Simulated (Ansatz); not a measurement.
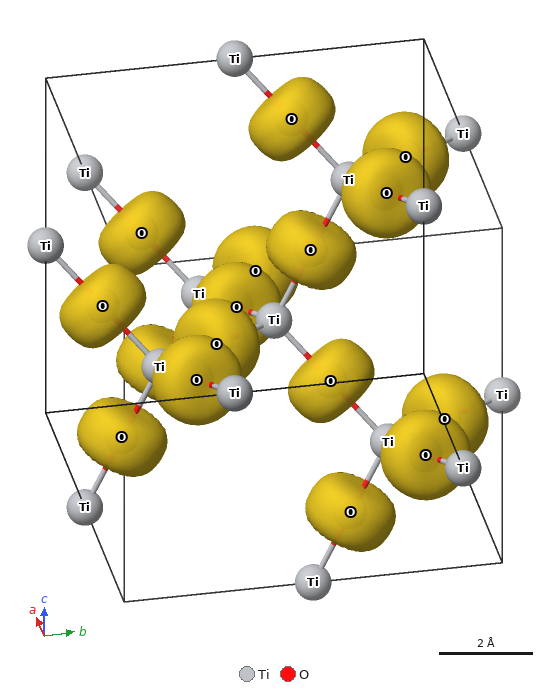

Figure. TiO₂. Isosurface of the electron localisation function at 0.7 (yellow), seen at an oblique angle. Only the valence region is drawn (cores and ρ < 0.01 e/Å³ removed). Sticks mark near contacts.

Space group Fd-3m; a structure from a database of computed crystals, not necessarily the ambient phase; started from the SiO2-122 prototype, which need not be the ambient phase; computed without spin polarisation.

Theory: DFT, r2SCAN+rVV10, plane waves, PAW (Ansatz).

Core electrons are frozen (PAW), and the valence fields are smoothed inside the atomic spheres.

What do the ELF domains correspond to?

At this value the surface marks out 16 regions wrapped around O (the valence shell of each), counted in one cell of 24 atoms. Any copies at cell faces, edges or corners count once.

Values along the shortest contacts:
Ti–O (1.81 Å): the ELF peaks at about 0.80 in the valence shell of O, 0.6 Å from its nucleus, and is about 0.25 at the midpoint (no localised pair shows between them).

Does the calculation make it a metal, or give it a gap?

It is gapped, with a Kohn–Sham gap of 3.8 eV on the k-point mesh (the band edges may lie off the mesh, which would make the gap smaller).
